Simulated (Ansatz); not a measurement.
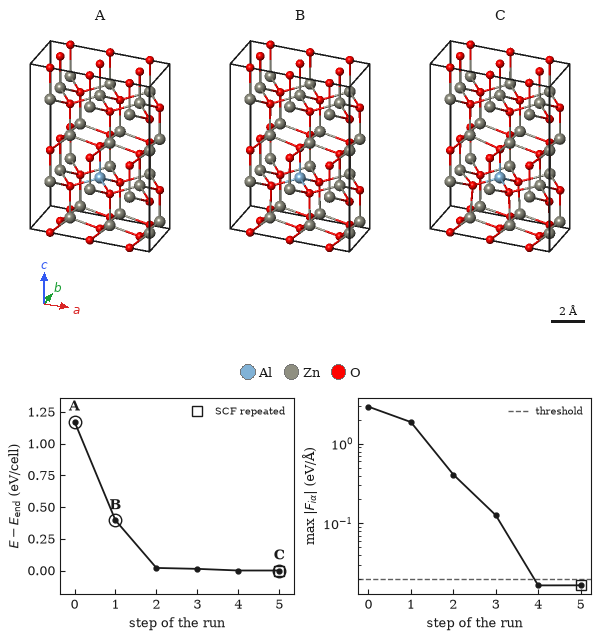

Frames of a relaxation of a defect cell of composition AlZn$_{23}$O$_{24}$ (cell charge +1), marked on the history of the run. The picture is a ball-and-stick view of the cell of the calculation (origin shifted), seen slightly off an axis.

Method: DFT, PBE, plane-wave PAW, default files, scalar-relativistic, frozen cores (Ansatz). Settings: plane-wave cutoff 420 eV; k-point mesh 3 × 4 × 3; occupations fermi dirac; smearing width 0.01 eV; no spin polarisation; potentials kind: paw, frozen_core: stored; atoms relaxed in a fixed cell; force threshold 0.02 eV/Å; at most 50 steps.

What happens along the run?

The largest moves, 0.18 Å, are those of O atoms. By element the largest moves are O 0.18 Å, Zn 0.03 Å, Al 0.01 Å. The lattice vectors keep their values. Near-neighbour distances that change, for instance: Al–O 1.988 → 1.799 Å, Al–O 1.974 → 1.808 Å, O–Zn 1.974 → 2.059 Å, O–Zn 1.988 → 2.053 Å. Bond angles that change, for instance: O–Zn–O 110.8° → 118.8°, O–Zn–O 108.1° → 103.2°, Al–O–Zn 110.8° → 115.7°. The energy falls by 1.173 eV per cell of the calculation in 4 accepted moves (5 points after the start). Largest force component: 2.9 eV/Å at the start, 0.017 eV/Å at the end. 1 step only repeated the SCF at the same geometry. From step 0 to 1: an O atom moves most (0.09 Å), energy −0.778 eV per cell of the calculation. From step 1 to 5: O atoms move most (0.10 Å), energy −0.395 eV per cell of the calculation.

| step | E − E(0), meV/atom | largest force component, eV/Å | note |
| --- | --- | --- | --- |
| 0 | 0.00 | 2.9255 |  |
| 1 | -16.20 | 1.8759 |  |
| 2 | -24.02 | 0.4113 |  |
| 3 | -24.17 | 0.1270 |  |
| 4 | -24.44 | 0.0167 |  |
| 5 | -24.44 | 0.0167 | same geometry, SCF repeated |

Limits of the set-up: the periodic images lie only 6.5 Å apart, so the values are limited by the cell's size; the cell is charged, on a uniform background, and energies carry no finite-size correction.
